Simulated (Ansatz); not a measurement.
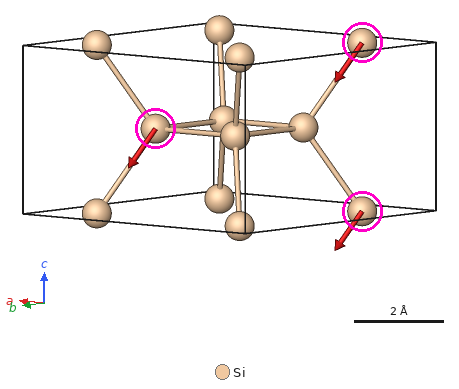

Energy scan for solid Si (I4/mmm), in which Si1 (one in each cell of 4 atoms) is moved towards the nearest copy of atom 2 (Si) at 2.325 Å, all else fixed. The picture shows the reference cell. The red arrows give the direction of positive displacement. The ringed atoms are those of the scanned coordinate. Style: ball-and-stick. Shown: the conventional cell (2 times the calculation's cell), from a free direction. Lengths and directions refer to the drawn axes.

Computed with Ansatz 0.2.0, DFT LDA, scalar-relativistic, plane waves, PAW. (plane-wave cutoff 420 eV; k-point mesh 10 × 10 × 10; occupations gaussian; smearing width 0.03 eV; no spin polarisation). Energies (free energies at the smearing named) are counted from the relaxed crystal.

```
Si
1.0
    -3.30127    3.30127    1.90836
     3.30127   -3.30127    1.90836
     3.30127    3.30127   -1.90836
Si
4
Direct
  0.17884 0.17884 0.35769
  0.82116 0.82116 0.64231
  0.17884 0.82116 0.00000
  0.82116 0.17884 0.00000
```

> Predict the energy profile (the displacement: −0.60, −0.45, −0.30, 0.00, 0.15, 0.45, 0.60 Å).

```tsv
displacement (Å)	energy change (eV/cell)
−0.60	1.26
−0.45	0.86
−0.30	0.46
0.00	0.00
0.15	0.18
0.45	2.19
0.60	4.61
```

Of the computed points the lowest is at the displacement 0.00 Å, 0.00 eV/cell. The well is lopsided: at ±0.60 Å the energy is 3.7 times higher on the positive side. At the highest point the shortest interatomic distance is 1.73 Å, against 2.33 Å in the reference. The distortion takes the space group from I4/mmm to Cm. The band gap on the mesh, 0.20 eV in the reference, closes at −0.60 Å, −0.45 Å, −0.30 Å, 0.45 Å, 0.60 Å.
